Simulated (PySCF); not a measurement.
| atom | x (Å) | y (Å) | z (Å) |
| --- | --- | --- | --- |
| O | 2.9379 | -1.2819 | -0.9136 |
| C | 2.2801 | -0.3019 | -0.6436 |
| C | 0.8793 | -0.4722 | -0.1320 |
| C | 0.0339 | 0.6559 | -0.0842 |
| C | -1.3076 | 0.5719 | 0.2821 |
| C | -1.8219 | -0.6588 | 0.6898 |
| C | -0.9847 | -1.7397 | 0.7716 |
| C | 0.3718 | -1.7034 | 0.3283 |
| H | 2.7008 | 0.7584 | -0.7676 |
| H | 0.4744 | 1.5913 | -0.3939 |
| H | -1.9453 | 1.4345 | 0.3355 |
| H | -2.8746 | -0.8157 | 0.9252 |
| H | -1.3807 | -2.7504 | 0.9092 |
| H | 1.0448 | -2.5332 | 0.4405 |

Geometry: GFN2-xTB, MD frame at 250 fs, 400 K.

All numbers below come from PySCF, PBE0/pcSseg-1, SCF density, gas phase, non-relativistic.

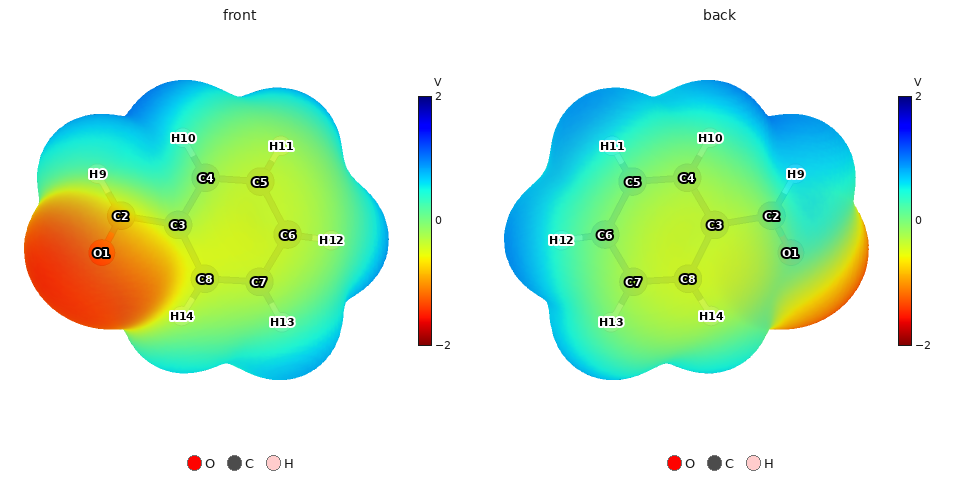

C₇H₆O (benzaldehyde). The molecular electrostatic potential painted on the density surface at 0.001 e/bohr³, seen from the front and from behind; red is negative and blue positive.

**Which sites attract a positive test charge, and which a negative one?**

A positive charge is drawn to the negative regions and a negative charge to the positive ones. The most negative region (about −1.5 V, or −35 kcal/mol for a unit charge) lies over O1, the most positive (about +1.0 V, or +23 kcal/mol for a unit charge) over H9 and H10. O1 is the likeliest acceptor of a hydrogen bond.
